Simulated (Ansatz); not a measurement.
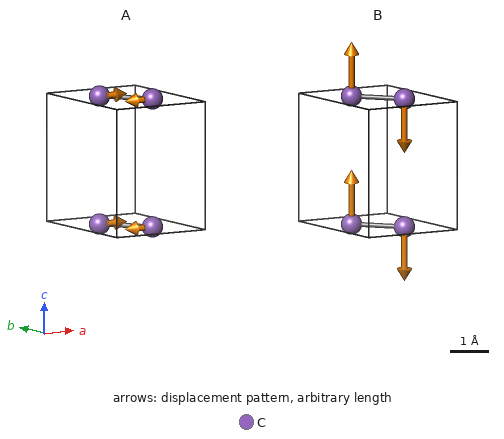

Modes of crystalline C at 0.98 times its rest volume, space group P6/mmm (No. 191), at the zone centre (one member of each degenerate set). Displacements are drawn as orange arrows; their common scale and sign are arbitrary. The picture is a ball-and-stick view of the cell of the calculation, seen from a free direction.

Theory: DFT PBE+D3(BJ), scalar-relativistic, plane waves, PAW in Ansatz 0.2.0.

The frequencies depend somewhat on the k-mesh and the smearing.

Q: Which are infrared-active and which Raman-active?

A: A is E₂g, Raman-active by symmetry (1566 cm⁻¹). B is B₁g, silent by symmetry (neither infrared- nor Raman-active) (872 cm⁻¹). The crystal has a centre of inversion, so no mode is both. In a metal the free carriers screen the infrared response.
